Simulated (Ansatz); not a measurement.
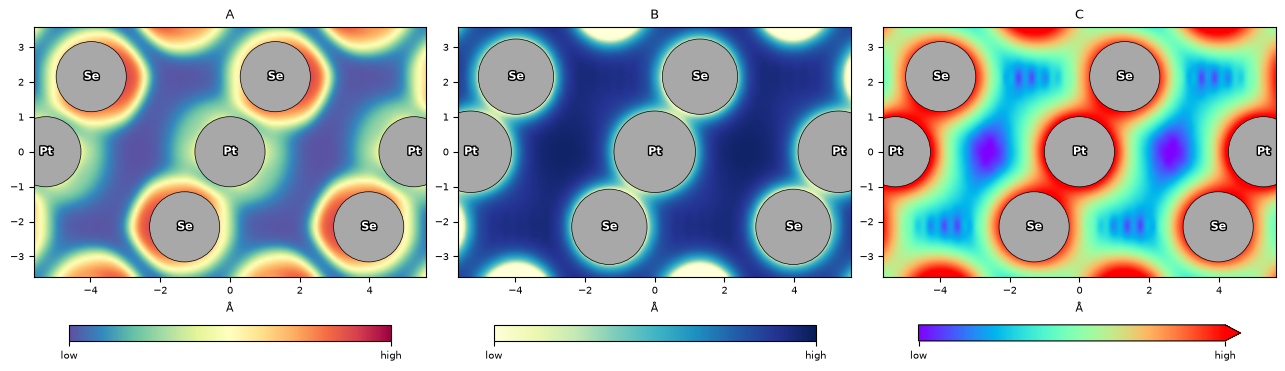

PtSe2: 3 fields on the (110) plane of the conventional cell, with unlabelled colour scales. Grey discs cover the atomic cores.

Space group P-3m1; started from the measured structure prototype, which need not be the ambient phase; computed pressure about 4 GPa in this cell.

These are results of DFT, PBE, plane waves, PAW in Ansatz 0.2.0, not measurements.

Q: Which field does each panel show? The fields are: electron localisation function, electrostatic potential energy of an electron and valence pseudo-density.

A: Panel A: electron localisation function. Panel B: electrostatic potential energy of an electron (low next to the atoms, rising into the space between them). Panel C: valence pseudo-density. From the grid: Pt–Se (2.51 Å): ρ is about 0.58 e/Å³ halfway; the ELF is about 0.50 at the midpoint.
